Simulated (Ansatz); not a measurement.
## Electronic structure of Ge in real space

```
Ge
1.0
     9.89213    0.00000    0.00000
    -4.94607    8.56684    0.00000
     0.00000    0.00000    5.91026
Ge
24
Cartesian
  4.9461 2.8556 0.2731
  0.0000 5.7113 2.2432
  0.0000 0.0000 4.2132
  0.0000 0.0000 1.6970
  4.9461 2.8556 3.6671
  0.0000 5.7113 5.6371
  6.4487 4.8301 0.5162
  1.5026 7.6857 2.4863
  1.5027 1.9744 4.4564
  2.4848 3.1697 0.5162
  -2.4612 6.0253 2.4863
  7.4309 0.3141 4.4564
  5.9047 0.5670 0.5162
  0.9586 3.4227 2.4863
  5.9046 6.2783 4.4564
  3.4434 6.5924 1.4539
  3.4435 0.8812 3.4239
  -1.5027 3.7368 5.3941
  -2.4849 8.2527 1.4539
  7.4073 2.5415 3.4239
  2.4613 5.3971 5.3941
  -0.9585 2.2885 1.4539
  3.9875 5.1441 3.4239
  -0.9586 7.9998 5.3941
```

Space group R-3; a structure from a database of computed crystals, not necessarily the ambient phase.

The calculation used DFT r2SCAN, scalar-relativistic, plane waves, PAW (Ansatz 0.2.0).

The density is the valence pseudo-density of a PAW calculation; it isn't the true density close to the nuclei.

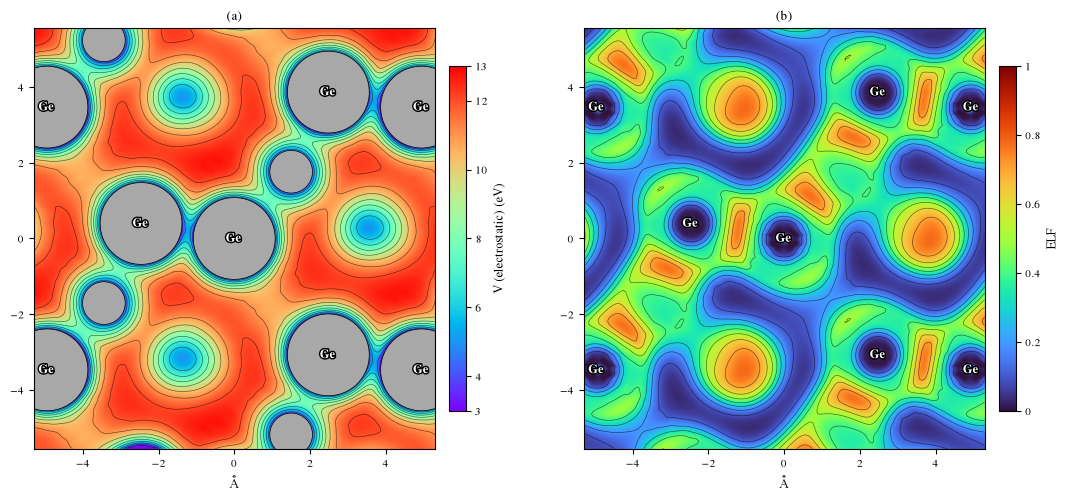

Figure 1. (a) electrostatic potential (local pseudopotential plus Hartree) felt by an electron; (b) electron localisation function on the (011̄) plane of the conventional cell. Grey discs cover the atomic cores in the potential map.

Question: What does the map show?

Answer: The plane passes through Ge nuclei.
Atoms just off the plane (Ge, 0.9 Å away) can leave unmarked features too.
Ge–Ge (2.49 Å): the ELF peaks at about 0.75 between the atoms.
Outside the cores the potential energy rises away from the atoms and is highest about 2.1 Å from the nearest atoms; its zero is arbitrary.

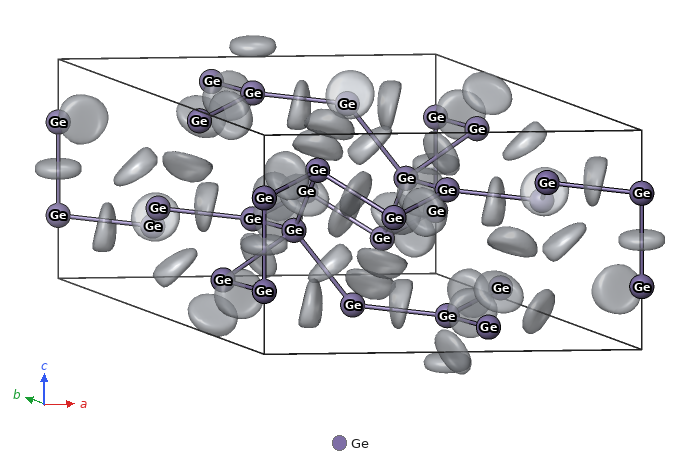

Figure 2. Isosurface of the electron localisation function at 0.65 (grey), seen at an oblique angle. Only the valence region is drawn (cores and ρ < 0.01 e/Å³ removed). Sticks mark near contacts.

Question: Describe the localisation domains.

Answer: At this value the surface marks out 30 regions between bonded Ge–Ge atoms and 18 pockets between the atoms, centred on no nucleus (multi-centre or interstitial), counted in one cell of 24 atoms. Any copies at cell faces, edges or corners count once. Profiles from the grid: Ge–Ge (2.46 Å): the ELF peaks at about 0.80 between the atoms. Ge–Ge (2.50 Å): the ELF peaks at about 0.75 between the atoms.

Question: Does the calculation give a band gap?

Answer: It is gapless in this calculation (a metal or semimetal).
